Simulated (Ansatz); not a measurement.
**Cr: single-point calculation**

System: Cr (Pm-3m, 1 atom in the cell).
Method: DFT, PBEsol, PAW with Ansatz's default frozen-core files, scalar-relativistic, spin-polarised (Ansatz 0.2.0).

Its volume is 0.68 times that of the source entry. It belongs to a series of runs on one base structure; here: volume scaled by 0.68, PAW files, ecut 600. Figures and captions count atoms from 1; the log counts them from 0 in places.

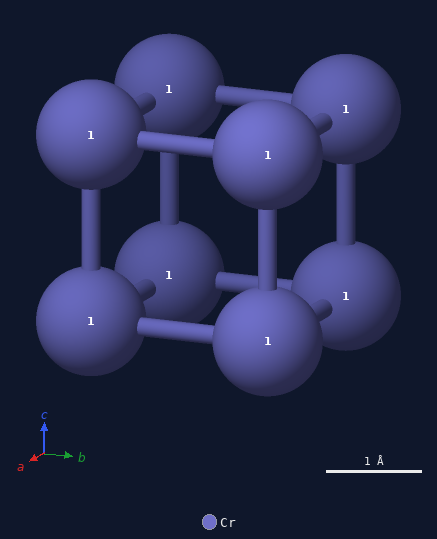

Fig. 1: The structure (ball-and-stick view of the cell of the calculation, seen slightly off an axis; atoms are numbered from 1 in the order of the input). An atom can appear more than once, as a periodic image.

**Key numbers**

```csv
quantity,value
outcome,converged
space group (tolerance 0.01 Å),Pm-3m (221)
electrons treated,14
free energy,−3346.6055 eV
Fermi energy,27.728 eV
net moment of the cell,0.00 μB
integrated absolute moment,0.00 μB
pressure,172.03 GPa
largest force (length of the vector),under 0.001 eV/Å
hardware,"1 thread of Arm Neoverse V1, 112 GiB of memory available, shared host"
wall time,7.5 s
peak memory,0.32 GiB
```

**Remarks**

The program warns: some starting moments were not kept. The cell is under a pressure of 172 GPa at this level, so it is not at its equilibrium volume.

**Input file**
```yaml
crystal:
  lattice:
    - [2.0308713604, 0.0, 0.0]
    - [0.0, 2.0308713604, 0.0]
    - [0.0, 0.0, 2.0308713604]
  atoms:
    - { symbol: Cr, position: [0.0, 0.0, 0.0], spin: 2.0 }
magnetization:
  spin_polarized: true
kpoints:
  mp_grid: { grid: [16, 16, 16] }
scf:
  occupations: { method: fermi_dirac, width: 0.1 }
hamiltonian:
  xc: pbesol
  pseudopotentials: { kind: paw }
output:
  forces: true
  stress: true
  eigenvalues: true
  write_density: true
  write_potential: true
  elf: true
  volumetric_format: npy
basis:
  ecutwfc: 600
```

Launched with:
```bash
ansatz run input.yaml --threads 1 --pin off --max-ram 3072MiB --backend cpu --events-out ev --progress --plain --runs-dir out
```

**What the program printed**
```
Engine: ansatz 0.2.0, aarch64-unknown-linux-gnu
Pseudopotentials: kind: paw
Pseudopotential: Cr, paw, valence charge 14, recommended cutoff 420 eV (normal), Cr.paw.azcp
Functional definition: PBEsol
  exchange = pbesol_x
  correlation = pbesol_c
Crystal: 1 atoms, lattice volume = 8.376 Å³
Basis set: ecut = 600 eV, 257 PW (Γ), exchange–correlation on 36×36×36 points (8 copies of the dense FFT grid, shifted against one another)
Bands: 12, of which v1, the nominal top of the filled ones, is band 7 counted from 1 (6 counted from 0)
Symmetry: 48 space group operations
Space group: Pm-3m (ITA 221), of the structure as read, at distance tolerance 2.0e-5 Å
Magnetic group: BNS 221.92 (UNI 1594), of the structure as read, at distance tolerance 2.0e-5 Å
k-points: 165 of 4096
Non-local potential: Cr, projectors of the file, l = 0: 3, l = 1: 2, l = 2: 3, l = 3: 1
PAW form: soft (Blöchl's): semilocal exchange-correlation on the pseudo side does not see the compensation charge
PAW frozen core: Cr, regenerated for the run's functional, and the local potential with it (the file was generated under x = pbe(κ = 0.804, μ = 0.2195149727645171), c = pbe(β = 0.06672455060314922))
PAW one-centre angular grid: Cr, 590 points (default); XC on 64 Gauss nodes
Initial density: superposition of atomic densities (chi_scale 0.1, normalization cell)
Starting moments: Σ|m| = 2 μB on 1 of 1 site
Initial wavefunctions: pseudopotential atomic-orbital guess
Functional: x = pbesol(κ = 0.804, μ = 0.12345679012345678), c = pbesol(β = 0.046)
SCF iter   1: F=—  HF=-3347.685046 eV  |F-HF|=—  |Δ(HF+E_count)|=         —  Δρ=2.75e-1 (↑2.75e-1 ↓1.21e-1)  dr2=3.00e0  dr2_m=2.51e0  M=0.190 μB ∫|m|=0.190 μB  β_m=0.30  ethr=3.10e-3  ⟨swp⟩=4.8  Hψ=19342  notcnv=0
Mixer restart at iter 1: flushing history
preconditioner: auto → none  [metal: Δε(μ)=0.016 eV  Ē_g=13.028 eV  σ=0.100 eV  W_gap=0.04  n_scr=0 (ndim 8)  ℏωp=31.4 eV  f_vac=0.000  D(μ)=0.86/eV (n_scr^D=6)]
SCF iter   2: F=—  HF=-3345.791602 eV  |F-HF|=—  |Δ(HF+E_count)|=    1.89e0  Δρ=1.36e-1 (↑1.36e-1 ↓1.13e-1)  dr2=1.49e-1  dr2_m=1.13e0  M=0.224 μB ∫|m|=0.224 μB  β_m=0.42  ethr=3.10e-3  ⟨swp⟩=2.6  Hψ=10264  notcnv=0  defer=67
SCF iter   3: F=—  HF=-3346.307289 eV  |F-HF|=—  |Δ(HF+E_count)|=   5.16e-1  Δρ=6.07e-2 (↑5.74e-2 ↓6.07e-2)  dr2=6.35e-3  dr2_m=2.61e-1  M=0.146 μB ∫|m|=0.146 μB  β_m=0.60  ethr=1.07e-3  ⟨swp⟩=2.1  Hψ=6456  notcnv=0  defer=60
SCF iter   4: F=—  HF=-3346.607008 eV  |F-HF|=—  |Δ(HF+E_count)|=   3.00e-1  Δρ=8.30e-3 (↑5.89e-3 ↓8.30e-3)  dr2=3.52e-3  dr2_m=2.69e-3  M=0.017 μB ∫|m|=0.018 μB  β_m=0.79  ethr=4.54e-5  ⟨swp⟩=2.0  Hψ=7620  notcnv=0  defer=60
SCF iter   5: F=—  HF=-3346.604975 eV  |F-HF|=—  |Δ(HF+E_count)|=   2.03e-3  Δρ=3.05e-3 (↑1.46e-3 ↓3.05e-3)  dr2=3.48e-4  dr2_m=3.35e-4  M=-0.005 μB ∫|m|=0.005 μB  β_m=0.80  ethr=2.52e-5  ⟨swp⟩=2.0  Hψ=4823  notcnv=0  defer=60
SCF iter   6: F=—  HF=-3346.605486 eV  |F-HF|=—  |Δ(HF+E_count)|=   5.11e-4  Δρ=3.12e-4 (↑2.74e-4 ↓3.12e-4)  dr2=1.91e-5  dr2_m=5.73e-7  M=-0.000 μB ∫|m|=0.000 μB  β_m=0.90  ethr=2.48e-6  ⟨swp⟩=2.0  Hψ=5034  notcnv=0  defer=60
SCF iter   7: F=—  HF=-3346.605469 eV  |F-HF|=—  |Δ(HF+E_count)|=   1.68e-5  Δρ=4.86e-5 (↑4.18e-5 ↓4.86e-5)  dr2=5.04e-7  dr2_m=1.11e-8  M=-0.000 μB ∫|m|=0.000 μB  β_m=0.93  ethr=1.36e-7  ⟨swp⟩=2.1  Hψ=4895  notcnv=0  defer=60
SCF iter   8: F=—  HF=-3346.605469 eV  |F-HF|=—  |Δ(HF+E_count)|=   2.14e-7  Δρ=9.39e-6 (↑9.39e-6 ↓2.79e-6)  dr2=9.72e-9  dr2_m=9.72e-10  M=0.000 μB ∫|m|=0.000 μB  β_m=0.97  ethr=3.60e-9  ⟨swp⟩=2.3  Hψ=5294  notcnv=0  defer=60
SCF iter   9: F=—  HF=-3346.605469 eV  |F-HF|=—  |Δ(HF+E_count)|=   2.60e-9  Δρ=6.67e-7 (↑3.26e-7 ↓6.67e-7)  dr2=2.02e-11  dr2_m=1.34e-11  M=-0.000 μB ∫|m|=0.000 μB  β_m=0.95  ethr=6.94e-11  ⟨swp⟩=2.3  Hψ=5427  notcnv=0  defer=60
SCF iter  10: F=-3346.605469 eV  HF=-3346.605469 eV  |F-HF|=9.09e-13  |Δ(HF+E_count)|=  7.73e-12  Δρ=7.83e-8 (↑5.36e-8 ↓7.83e-8)  dr2=9.33e-13  dr2_m=2.27e-14  M=0.000 μB ∫|m|=0.000 μB  ethr=1.00e-12  ⟨swp⟩=4.5  Hψ=15748  notcnv=0
SCF 1 converged in 10 iterations: F = -3346.605469 eV  dr2 = 9.33e-13
  greatest PAW one-centre occupation: 1.000 electrons in one spin orbital (limit 2), on the Cr atom at site 0 (counted from 0), in its partial waves of l = 0
```

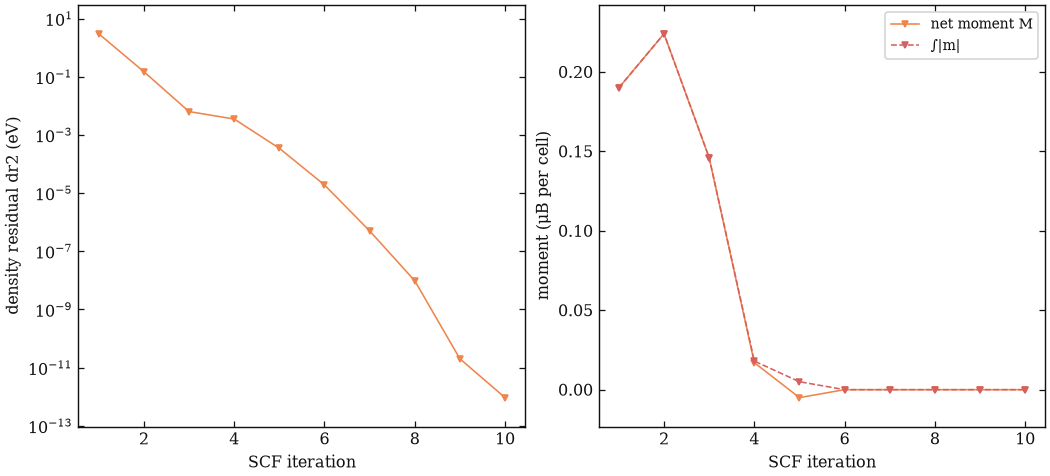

Fig. 2: Convergence of the self-consistent field: density residual dr2 and magnetic moment against the SCF iteration. The residual falls at every step. The net moment goes from 0.2 to 0.0 μB per cell, and ∫|m| falls to zero.

```
WARN: the starting moments were not kept: the SCF closed with an absolute magnetisation of 6.7e-8 μB, where they sum to 2 μB in size (1 site). That is at most 0.1 of that sum. Measured as dr2_m measures the in/out step, that magnetisation stands 2.6e-15 eV from none, at or under the dr2_threshold of 1.0e-7 eV: it is no larger than a step whose dr2_m would equal this threshold. The system may hold no moment; this SCF shows only that its start led to no more than that. To try another start: raise the starting moments (crystal.atoms[].spin, magnetization.per_species, magnetization.initial_magnetization, or on a non-collinear deck that types none of these the spinor_matrix: blocks that start its atoms; where the total moment is fixed, keep their sum and leave initial_magnetization as it is; typed ones take the place of any that the run laid by itself, positive ones on a crystal's lanthanoids without a Hubbard term where scf.initial_density.shell_occupations: [] is typed) or, if the notice of its spin-set hold's release reads "site moments contracting" or "site moments show no strong build", lengthen the hold (scf.mixing.spin_hold: { on: { confirm: 4 } }; for m-r²SCAN on two components see the key's manual first). Each may lead to a state that holds a moment. A second SCF, from the converged charge density, with the starting moments and any scf.initial_density.shell_occupations laid on it anew, would have followed, and was not run: the deck does not ask for one (magnetization.retry_lost_moments is false, the default). To let it run, set magnetization.retry_lost_moments: true and run the deck again, where that key's refused combinations let it; where memory then withholds it, that run's warning says so.
SCF converged after 10 iterations
Magnetization: 0.0000 μB (7.0000 up, 7.0000 down)
Absolute magnetization: 0.0000 μB (∫|ρ↑−ρ↓|, with the PAW one-centre terms)
Spin contamination: 0.0000 ħ² per cell (⟨S²⟩ above its minimum at these occupations)
Per-site moments (μB) at R_I (Å): [(3.024483764771197e-8, 0.8377344361650001)]
Free energy (F): -3346.605469 eV
Harris-Foulkes:  -3346.605469 eV  (|F-HF|=9.09e-13)
Internal energy: -3346.571195 eV  (E = F + TS)
E sigma→0 (E₀):  -3346.588332 eV
Entropy (-TS):   -0.034274 eV (-34.274 meV/atom)
Fermi energy:    27.727805 eV
--- Per-component energies (eV) ---
  E_band       = -32.586228
  E_kinetic    = 359.859557
  E_local      = -968.828810  (includes V_loc(G=0)·N_el)
  E_nonlocal   = 91.497732
  E_hartree    = 461.107484
  E_xc         = -142.537038
  E_vxc        = -182.884264  (∫ρ·V_xc dr)
  E_paw        = -1176.314002  (= ΣΔE_a)
  E_vpaw       = -254.445373  (= ΣTr[D̂ρ^β])
  E_aug_tail   = 0.000002  (compensation charges beyond the density's cutoff)
  E_ewald      = -1971.516121
  E_core_change = 0.160000  (= ΣΔE_core)
  E_smearing   = -0.034274  (= −TS)
  E_closure    = 0.000000  (closes the sum)
  Σ components = -3346.605469   (vs F -3346.605469, Δ=0.00e0)
--- Forces (eV/Å), atoms counted from 1 ---
  atom   1  Cr    -0.00000000     0.00000000     0.00000000
  max |Σ_I F_I| component: 3.37e-31 eV/Å
--- Stress (GPa, compression-positive) ---
      172.025792       0.000000      -0.000000
       -0.000000     172.025792       0.000000
        0.000000       0.000000     172.025792
  P = ⅓ Tr σ = 172.0258 GPa (1720.258 kbar)
--- Band table (eV; the first three rows and the last of 330) ---
  k-point 0 ↑: bands = ["-44.5264", "-13.9531", "-13.9531", "-13.9531", "19.2012", "22.2306", "22.2306", "31.9584", "31.9584", "31.9584", "53.3178", "53.3178"]
  k-point 1 ↑: bands = ["-44.5013", "-14.0927", "-13.9412", "-13.9412", "19.3807", "22.2768", "22.4228", "31.7898", "31.7898", "31.9712", "52.0166", "53.5909"]
  k-point 2 ↑: bands = ["-44.4296", "-14.4836", "-13.9074", "-13.9074", "19.8749", "22.4101", "22.9959", "31.3267", "31.3267", "32.0080", "49.4928", "54.3706"]
  k-point 164 ↓: bands = ["-42.6211", "-16.1611", "-16.1611", "-16.1611", "22.2354", "22.2354", "22.2354", "34.5026", "34.5026", "38.9667", "49.7924", "49.7924"]
```

**File rho_z.tsv**
```
# z_ang	rho[e/angstrom^3]	rho_spin[e/angstrom^3]
# format = ansatz-planar-average/11
# lattice	2.030871360	0.000000000	0.000000000
# lattice	0.000000000	2.030871360	0.000000000
# lattice	0.000000000	0.000000000	2.030871360
# sites	1
# site	24	0.000000000	0.000000000	0.000000000
0.000000	3.779328e0	-7.603931e-9
0.112826	3.550045e0	-7.650405e-10
0.225652	2.954419e0	1.277993e-8
0.338479	2.208240e0	1.966731e-8
0.451305	1.522050e0	1.333434e-8
0.564131	1.012686e0	-1.782803e-9
0.676957	6.953678e-1	-1.695967e-8
0.789783	5.291008e-1	-2.715532e-8
0.902609	4.598066e-1	-3.295395e-8
1.015436	4.424689e-1	-3.513093e-8
1.128262	4.598066e-1	-3.295395e-8
1.241088	5.291008e-1	-2.715532e-8
1.353914	6.953678e-1	-1.695967e-8
1.466740	1.012686e0	-1.782803e-9
1.579567	1.522050e0	1.333434e-8
1.692393	2.208240e0	1.966731e-8
1.805219	2.954419e0	1.277993e-8
1.918045	3.550045e0	-7.650405e-10
```

**File v_z.tsv**
```
# z_ang	v_es[eV]	v_tot_up[eV]	v_tot_dn[eV]
# format = ansatz-planar-average/11
# xc	pbesol
# density_cutoff_ev	2400
# datasets	Cr=:simpson_from_first_knot:soft:shift=-673940
# lattice	2.030871360	0.000000000	0.000000000
# lattice	0.000000000	2.030871360	0.000000000
# lattice	0.000000000	0.000000000	2.030871360
# sites	1
# site	24	0.000000000	0.000000000	0.000000000
0.000000	3.925671e0	-1.437621e1	-1.437622e1
0.112826	4.255765e0	-1.380643e1	-1.380643e1
0.225652	5.294803e0	-1.209709e1	-1.209709e1
0.338479	7.144815e0	-9.262674e0	-9.262674e0
0.451305	9.838119e0	-5.451103e0	-5.451103e0
0.564131	1.321048e1	-9.979147e-1	-9.979147e-1
0.676957	1.685096e1	3.536011e0	3.536011e0
0.789783	2.016199e1	7.466051e0	7.466051e0
0.902609	2.247814e1	1.007747e1	1.007747e1
1.015436	2.330377e1	1.095643e1	1.095643e1
1.128262	2.247814e1	1.007747e1	1.007747e1
1.241088	2.016199e1	7.466051e0	7.466051e0
1.353914	1.685096e1	3.536011e0	3.536011e0
1.466740	1.321048e1	-9.979147e-1	-9.979147e-1
1.579567	9.838119e0	-5.451103e0	-5.451103e0
1.692393	7.144815e0	-9.262674e0	-9.262674e0
1.805219	5.294803e0	-1.209709e1	-1.209709e1
1.918045	4.255765e0	-1.380643e1	-1.380643e1
```

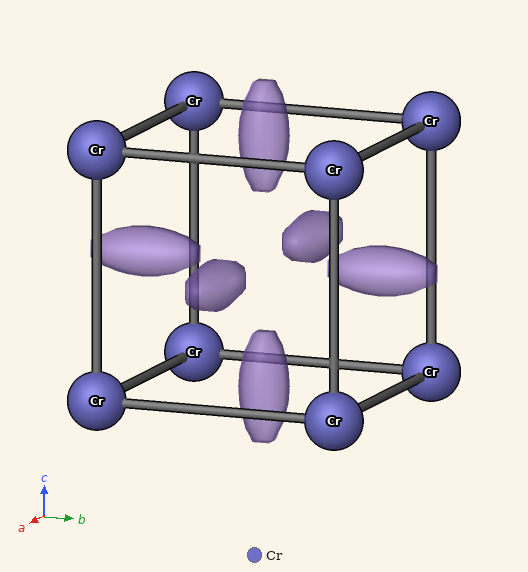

Fig. 3: Isosurface of the electron localisation function at 0.4 (purple), seen slightly off an axis. Only the valence region is drawn (cores and ρ < 0.01 e/Å³ removed). Sticks mark near contacts. The outline is the cell set on symmetry axes. Along the contacts the grid gives the following. Cr–Cr (2.03 Å): the ELF is about 0.20 at the midpoint; no localised pair between them. In a PAW calculation such maps are meaningful between the atoms, not at the nuclei.

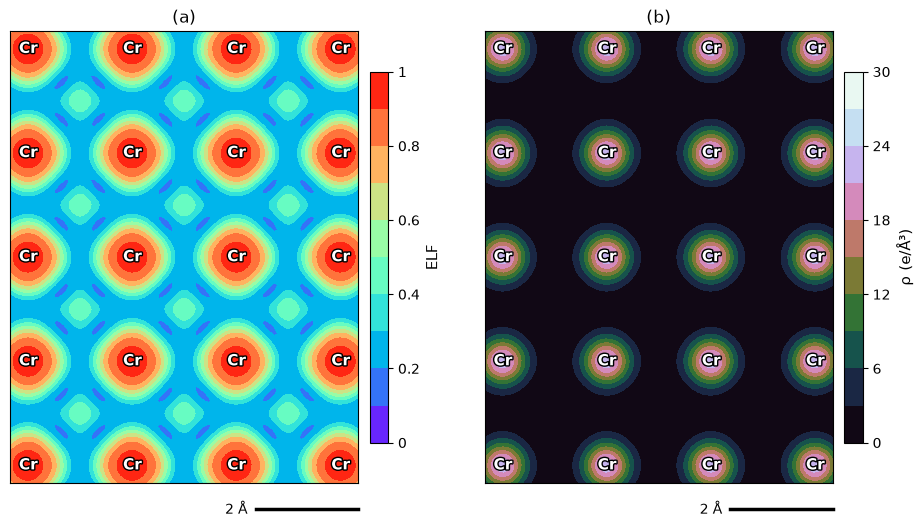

Fig. 4: (a) electron localisation function; (b) valence charge density (pseudo) on the (100) plane of the conventional cell. Atoms in the plane: Cr. Cr–Cr (2.03 Å): the density is about 0.8 e/Å³ at the midpoint; the ELF is about 0.20 at the midpoint (no shared electron pair). Away from the nuclei the density in this plane falls to 0.41 e/Å³ at its lowest. The strong features right at Cr lie inside the PAW spheres (semicore, d or f shells) and say nothing about bonding.
